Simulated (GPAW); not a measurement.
Consider zinc-blende (ZnSe)1-x(BeSe)x, x = 0.25.

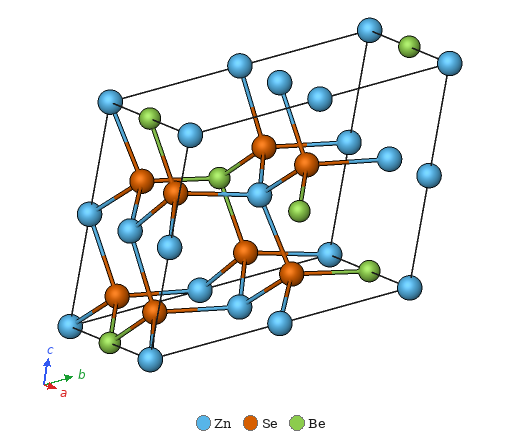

The structure (zinc blue, selenium orange, beryllium green). Bonds to atoms that aren't drawn are left out. Some periodic images of atoms are drawn too.

```xyz
16
Lattice="0.0000 5.5358 5.5358 5.5358 0.0000 5.5358 5.5358 5.5358 0.0000" Properties=species:S:1:pos:R:3 pbc="T T T"
Zn    5.5405    5.5339    0.0140
Se    1.3113    1.4614    1.4723
Zn    8.2998    8.2958   11.0639
Se    4.2275    4.0642    1.4614
Zn    2.7792    5.5293    8.3077
Se    4.2455    1.4572    4.0708
Be    5.5403    8.3000    8.2943
Se    6.8388    4.0690    4.0672
Be    0.0028    2.7673    2.7691
Se    1.3033    4.0662    4.0806
Zn    2.7688    5.5241    2.7745
Se    4.2345    6.9940    4.0690
Zn    8.3078    8.2875    5.5295
Se    4.2319    4.0616    6.9960
Zn    5.5345    5.5299    5.5365
Se    6.8449    6.9890    6.9989
```

Absorber: atom 2, with 1 Be at 2.26 Å and 3 Zn at 2.44 Å (distorted tetrahedral). Method: GPAW, PBE, excited-electron core hole (neutral cell), 16-atom cell with 7.8 Å between holes, 4×4×4 k points, dipole transitions, Gaussian full width 2.33 eV up to 4 eV, rising linearly to 3.5 eV at 25 eV.

Question: What does the Se K edge look like?

Main maxima up to 27 eV above the zero (height): 4.6 eV (1.45) and 15.2 eV (0.89). A K edge sees empty p states on the absorber. 

The Se K spectrum (energy from the bottom of the conduction band, which holds the excited electron; intensity scaled to a mean of 1 over the first 20 eV):

| E (eV) | intensity |
| --- | --- |
| -2.0 | 0.00 |
| -0.5 | 0.08 |
| 1.0 | 0.63 |
| 2.5 | 1.22 |
| 4.0 | 1.41 |
| 5.5 | 1.43 |
| 7.0 | 1.44 |
| 8.5 | 1.17 |
| 10.0 | 0.84 |
| 11.5 | 0.69 |
| 13.0 | 0.82 |
| 14.5 | 0.88 |
| 16.0 | 0.88 |
| 17.5 | 0.87 |
| 19.0 | 0.83 |
| 20.5 | 0.77 |
| 22.0 | 0.84 |
| 23.5 | 0.88 |
| 25.0 | 0.87 |
| 26.5 | 0.93 |
| 28.0 | 0.95 |

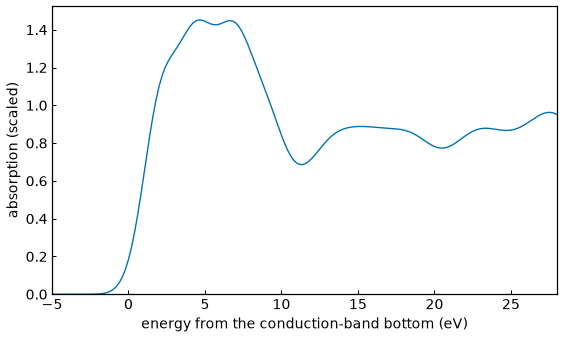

The Se K edge.

The script folds with a Gaussian, whereas the core hole's own line is a Lorentzian, so the onset is too steep and the first peak too high.

[Banner, clock and machine lines of the logs are left out without a mark of their own.]

[Logs are printed without paths, hosts, clocks, repeated set-up lines and the standing remarks that a program may print on its own settings, such as how far it seeks lower states.]

[Hosts, paths, dates, database ids (printed as entryN), source tags and the programs' standing remarks are cut or masked in the printed files.]

[Lists of maxima count a maximum above −3 eV only where it reaches 4 % of the highest in the window and stands out from its surroundings by 2 % of it (1.5 % where it reaches 55 %); shoulders and weaker maxima are passed over, and of the rest the first, up to two pre-edge ones and the few strongest are named.]
